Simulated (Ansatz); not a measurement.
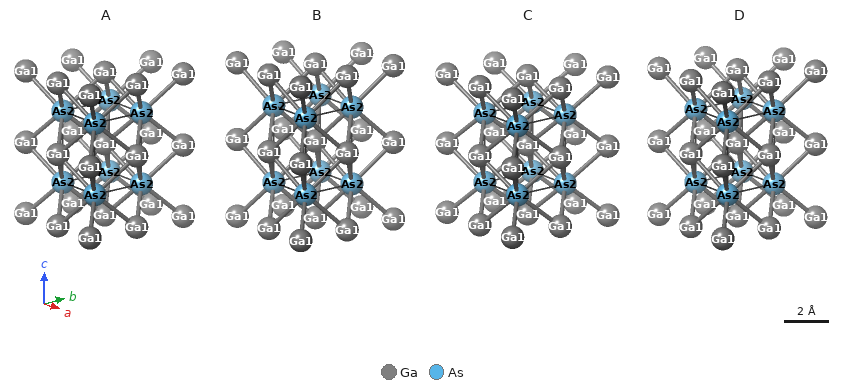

4 geometries from one relaxation of a crystal of GaAs (a generated structure, set up in P-6m2), in shuffled order. The picture is a ball-and-stick view of the cell of the calculation, seen slightly off an axis.

The run lets cell and atoms move.

These are results of Kohn-Sham DFT of a periodic cell, PBEsol0, Ansatz PAW (Ansatz 0.2.0), not measurements. Set-up: plane-wave cutoff 420 eV; k-point mesh 5 × 5 × 4; occupations fermi-dirac; smearing width 0.05 eV; no spin polarisation; cell and atoms relaxed; force threshold 0.01 eV/Å; at most 40 steps.

> Order the frames from highest to lowest energy.

B, D, A, C. They are steps 0, 1, 2, 7, at +0.218 eV per cell of the calculation, +0.108 eV per cell of the calculation, +48.4 meV per cell of the calculation relative to the last. No atom moves by more than 0.005 Å relative to the cell. The volume changes by −4.5 %, with a = b 3.606 → 3.713 Å (+3.0 %), c 3.573 → 3.218 Å (−9.9 %). Among the contacts that change: As2–As2 3.573 → 3.218 Å, Ga1–As2 2.744 → 2.680 Å. Among the angles between lasting bonds that change: Ga1–As2–Ga1 81.3° → 73.8°, As2–Ga1–As2 81.3° → 73.8°, As2–Ga1–As2 82.2° → 87.7°. The space group stays P-6m2 (No. 187). Over 6 accepted moves (7 points after the start) the energy falls by 0.218 eV per cell of the calculation. All forces vanish by symmetry, so only the cell relaxes. Pressure: −5.08 GPa at the start and −0.01 GPa at the end. The SCF was repeated once at an unchanged geometry on a basis and grid sized afresh for the cell, which shifted the energy by 0.9 meV per cell of the calculation at most. The run took 89 s on 1 × NVIDIA H100 80GB HBM3 with 2 threads of AMD EPYC 7R13 Processor (Zen 3) (shared host), peak memory 2 GiB.

Limits of the set-up: the k-point mesh is coarse for a cell with partly filled bands.
